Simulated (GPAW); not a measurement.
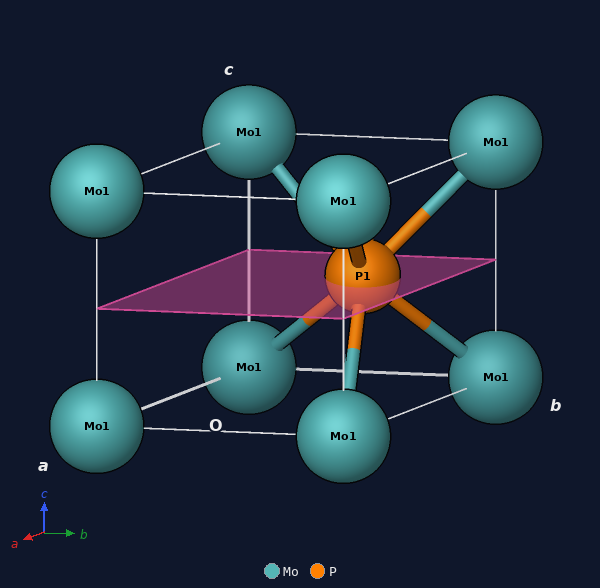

For MoP, an entry of the Crystallography Open Database, as set up for an electronic-structure calculation: the shaded plane is a symmetry element of the crystal. Geometry calculated from the standardised cell; symmetry tolerance 0.002 Å.

a = 3.223 Å, b = 3.223 Å, c = 3.191 Å, α = 90.00°, β = 90.00°, γ = 120.00°.

```csv
atom,x,y,z
Mo1,0.0000,0.0000,0.0000
P1,0.3333,0.6667,0.5000
```

**Is it a mirror or a glide plane, and what is the operation?**

It is a mirror plane, parallel to (0 0 1), through (1/2, 1/2, 1/2): x, y, z → x, y, −z+1.

**Onto which atom does it carry each atom (up to whole multiples of a, b and c)?**

Mo1 → Mo1, P1 → P1.

**What is the crystal's space group?**

P-6m2, No. 187.
